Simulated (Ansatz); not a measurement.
# Calculations on GaN

## 1. Relaxation

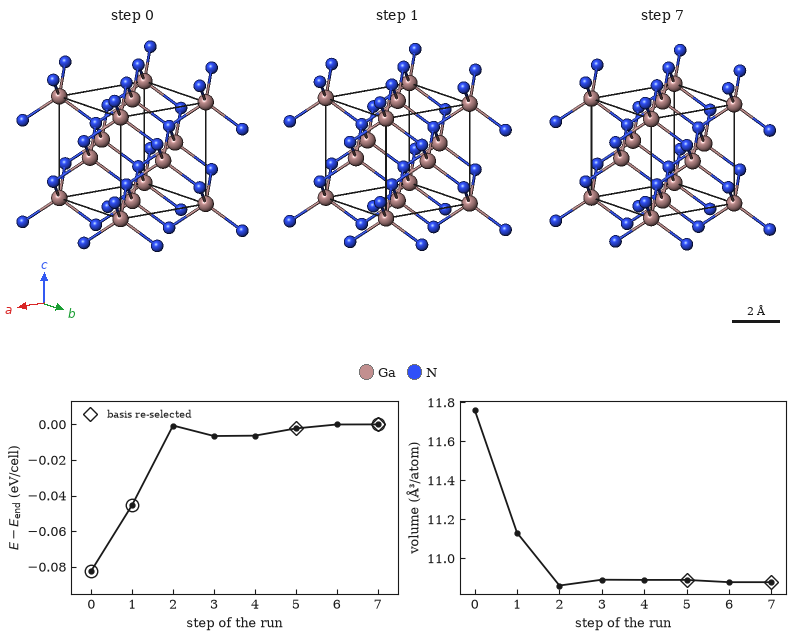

Frames of a relaxation of solid GaN (set up in F-43m), marked on the history of the run. Style: ball-and-stick. Shown: the conventional cell (4 times the calculation's cell), from a free direction. Lengths and directions refer to the drawn axes.

Case: relaxed at 16 GPa.

The calculation used Ansatz, DFT PBE, scalar-relativistic, plane waves, PAW.

The input:
```yaml
crystal:
  lattice:
    - [0.0, 2.2742384951, 2.2742384951]
    - [2.2742384951, 0.0, 2.2742384951]
    - [2.2742384951, 2.2742384951, 0.0]
  atoms:
    - { symbol: Ga, position: [0.0, 0.0, 0.0] }
    - { symbol: "N", position: [0.75, 0.75, 0.75] }
basis:
  ecutwfc: 420
kpoints:
  mp_grid: { grid: [10, 10, 10] }
hamiltonian:
  xc: pbe
scf:
  occupations: { method: fixed }
output:
  forces: true
  stress: true
  eigenvalues: true
relax:
  adjacent_minimum: "off"
  f_tol: 0.001
  max_steps: 60
  cell: { stress_tol: 0.02, p_target: 16.0 }
```

Run as
```bash
ansatz run input.yaml --threads 1 --pin off --max-ram 3072MiB --backend cpu --events-out ev --progress --plain --runs-dir out
```

> What happens along the run?

The energy rises by 82.2 meV per cell of the calculation in 5 accepted moves (7 points after the start). With the target pressure of 16 GPa, the enthalpy E + pV changes by −94.4 meV per cell of the calculation. All forces vanish by symmetry, so only the cell relaxes. Pressure: 0.00 GPa at the start and 15.99 GPa at the end. The SCF was repeated twice at an unchanged geometry on a basis and grid sized afresh for the cell, which shifted the energy by 4.1 meV per cell of the calculation at most. No atom moves by more than 0.005 Å relative to the cell. The volume changes by −7.5 %, with a = b = c 4.548 → 4.431 Å (−2.6 %). Some distances before and after: Ga1–N2 1.970 → 1.919 Å. The space group stays F-43m (No. 216). The run took 14 s on 1 thread of AMD EPYC 7R43 64-Core Processor (Zen 3), with other jobs on the host, peak memory 0.36 GiB. From step 0 to 1: volume −5.4 %, energy +37.0 meV per cell of the calculation. From step 1 to 7: volume −2.3 %, energy +45.3 meV per cell of the calculation.

```json
{"step": "0", "E − E(0), meV/atom": "0.00", "pressure, GPa": "0.00", "volume, Å³/atom": "11.763", "note": ""}
{"step": "1", "E − E(0), meV/atom": "18.49", "pressure, GPa": "10.92", "volume, Å³/atom": "11.132", "note": ""}
{"step": "2", "E − E(0), meV/atom": "40.80", "pressure, GPa": "16.65", "volume, Å³/atom": "10.861", "note": ""}
{"step": "3", "E − E(0), meV/atom": "37.86", "pressure, GPa": "15.98", "volume, Å³/atom": "10.891", "note": ""}
{"step": "4", "E − E(0), meV/atom": "37.96", "pressure, GPa": "16.00", "volume, Å³/atom": "10.890", "note": ""}
{"step": "5", "E − E(0), meV/atom": "39.98", "pressure, GPa": "15.73", "volume, Å³/atom": "10.890", "note": "same geometry, new basis"}
{"step": "6", "E − E(0), meV/atom": "41.09", "pressure, GPa": "15.99", "volume, Å³/atom": "10.878", "note": ""}
{"step": "7", "E − E(0), meV/atom": "41.12", "pressure, GPa": "15.99", "volume, Å³/atom": "10.878", "note": "same geometry, new basis"}
```

## 2. Relaxation

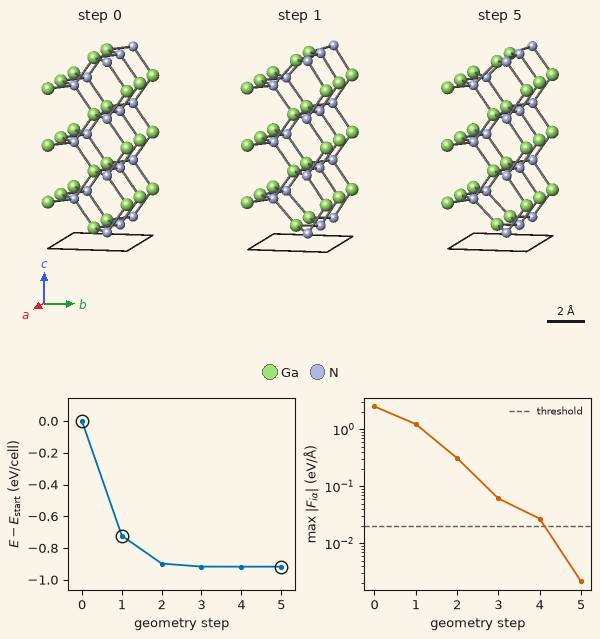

Frames of a relaxation of a slab of composition GaN (cut from the F-43m phase), marked on the history of the run. The picture is a ball-and-stick view of the 2 × 1 repeat of the cell, outlined in the plane, without the vacuum, seen from a free direction.

Case: (1 1 0) slab, atoms relaxed. The slab is the (1 1 0) face of GaN.

Method: DFT LDA, scalar-relativistic, plane waves, PAW in Ansatz 0.2.0. Settings: plane-wave cutoff 420 eV; k-point mesh 8 × 6 × 1; occupations gaussian; smearing width 0.05 eV; no spin polarisation; dipole correction; atoms relaxed in a fixed cell; force threshold 0.02 eV/Å; at most 60 steps.

Describe the path.

Answer. The largest moves relative to the layer's centre, 0.27 Å, are those of Ga atoms. By element the largest moves are Ga 0.27 Å, N 0.04 Å. The lattice vectors keep their values. Near-neighbour distances that change, for instance: Ga–N 1.929 → 1.824 Å, Ga–N 1.929 → 1.966 Å, Ga–N 1.929 → 1.912 Å. Among the angles between lasting bonds that change: Ga–N–Ga 109.5° → 119.5°, N–Ga–N 109.5° → 119.5°, Ga–N–Ga 109.5° → 100.1°. Over 5 geometry steps the energy falls by 0.917 eV per cell of the calculation. The largest force component goes from 2.5 to 0.0022 eV/Å. The run took 69 s on 4 threads of Intel(R) Xeon(R) 6975P-C (Granite Rapids), with other jobs on the host, peak memory 1.1 GiB. From step 0 to 1: Ga atoms move most (0.19 Å), energy −0.722 eV per cell of the calculation. From step 1 to 5: N atoms move most (0.08 Å), energy −0.195 eV per cell of the calculation.

## 3. A change

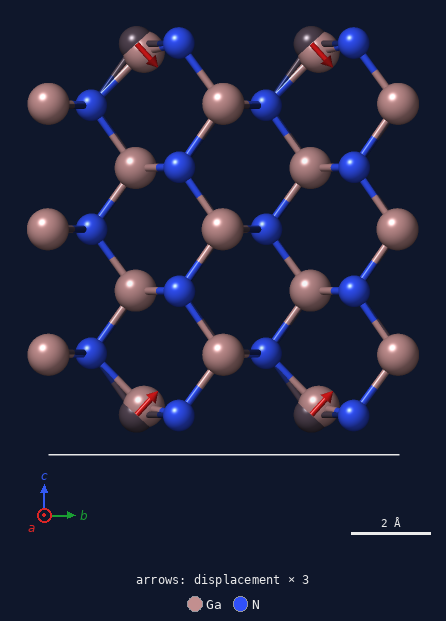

A (1 1 0) slab of GaN as cut from the relaxed bulk, drawn pale, and a changed version of it, drawn solid. The red arrows show how the atoms are displaced, magnified 3 times. The picture is a ball-and-stick view of the 2 × 2 repeat of the cell, outlined in the plane, without the vacuum, seen along the a axis.

These are results of DFT LDA, scalar-relativistic, plane waves, PAW in Ansatz, not measurements. (plane-wave cutoff 420 eV; occupations gaussian; no spin polarisation) The k-mesh is chosen for each cell (10×10×10, 8×6×1). Smearing widths differ between the runs.

**Describe the change and its computed effect.**

The atoms of the slab are relaxed at the bulk's in-plane cell. The surface energy (mean of the two faces) falls from 2.69 to 2.17 J/m². The top spacing, between the GaN and GaN planes, goes from 1.58 to 1.46 Å (−7.6 %), the bottom one (GaN to GaN) from 1.58 to 1.46 Å (−7.6 %). The top plane rumples by 0.22 Å. The cell doesn't change. The largest moves relative to the layer's centre, 0.27 Å, are those of Ga atoms. Largest moves by element: Ga 0.27 Å, N 0.04 Å. Among the bonded contacts that change: Ga–N 1.929 → 1.824 to 1.966 Å.
